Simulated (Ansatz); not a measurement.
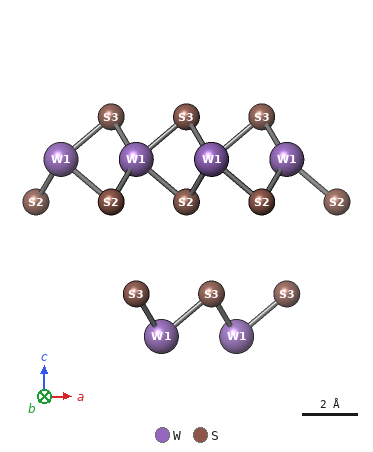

This is the input geometry for a relaxation of solid WS2 (set up in R3m). The picture is a ball-and-stick view of the atoms within 5.8 Å of the atom that moves most (axes of the conventional cell (3 times the calculation's cell)), seen along the b axis. Lengths and directions refer to the drawn axes.

Computed with Ansatz 0.2.0, DFT PBE, scalar-relativistic, plane waves, PAW.

Input
```yaml
crystal:
  lattice:
    - [1.5924332554, 0.9193917687, 6.4898005779]
    - [-1.5924332554, 0.9193917687, 6.4898005779]
    - [0.0, -1.8387835373, 6.4898005779]
  atoms:
    - { symbol: W, position: [0.00066787, 0.00066787, 0.00066787] }
    - { symbol: S, position: [0.41411232, 0.41411232, 0.41411232] }
    - { symbol: S, position: [0.25391981, 0.25391981, 0.25391981] }
basis:
  ecutwfc: 420
kpoints:
  mp_grid: { grid: [12, 12, 12] }
hamiltonian:
  xc: pbe
scf:
  occupations: { method: gaussian, width: 0.02 }
output:
  forces: true
  stress: true
  eigenvalues: true
relax:
  adjacent_minimum: "off"
  f_tol: 0.005
  max_steps: 80
  cell: { stress_tol: 0.05 }
```

Command:
```bash
ansatz run input.yaml --threads 1 --pin off --max-ram 2560MiB --backend cpu --events-out ev --progress --plain --runs-dir out
```

What does the optimiser find from here?

Answer. The energy falls by 7.1 meV per atom in 10 accepted moves (12 points after the start). The largest force component goes from 0.2 to 0.00078 eV/Å. The pressure goes from 1.79 to 0.00 GPa. At 2 points the geometry stayed and the basis and grid were re-selected for the new cell (energy shift of 0.6 meV per atom at most each time). The largest moves relative to the cell, 0.23 Å, are those of S2 and S3. S2 goes along +c. W stays in place. The volume changes by +15.4 %, with a = b 3.185 → 3.188 Å (+0.1 %), c 19.469 → 22.423 Å (+15.2 %). Near-neighbour distances that change, for instance: W1–S2 2.411 → 2.420 Å. The space group stays R3m (No. 160). Cost: 5.3 min on 1 thread of Arm Neoverse V1, on a shared host, peak memory 0.51 GiB.

History of the run:

| step | E − E(0), meV/atom | largest force component, eV/Å | pressure, GPa | volume, Å³/atom | note |
| --- | --- | --- | --- | --- | --- |
| 0 | 0.00 | 0.2049 | 1.79 | 19.003 |  |
| 1 | -3.46 | 0.0559 | -0.17 | 19.596 |  |
| 2 | -5.13 | 0.0269 | -0.08 | 20.093 |  |
| 3 | -6.07 | 0.0502 | 0.39 | 20.740 |  |
| 4 | -6.21 | 0.0072 | -0.05 | 21.044 |  |
| 5 | -6.22 | 0.0211 | -0.01 | 21.124 |  |
| 6 | -6.23 | 0.0003 | 0.00 | 21.167 |  |
| 7 | -6.88 | 0.0008 | 0.03 | 21.167 | same geometry, new basis |
| 8 | -6.96 | 0.0163 | 0.12 | 21.482 |  |
| 9 | -6.97 | 0.0135 | 0.07 | 21.783 |  |
| 10 | -6.97 | 0.0007 | 0.00 | 21.823 |  |
| 11 | -6.95 | 0.0010 | 0.01 | 21.926 |  |
| 12 | -7.08 | 0.0008 | 0.00 | 21.926 | same geometry, new basis |

After the run, drawn alike:

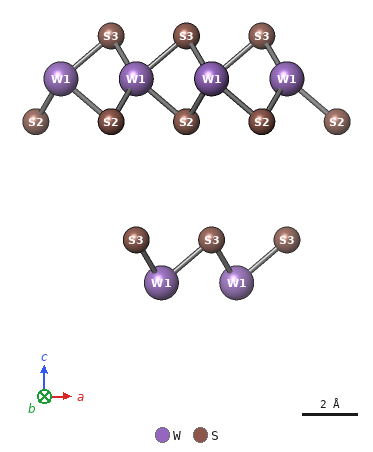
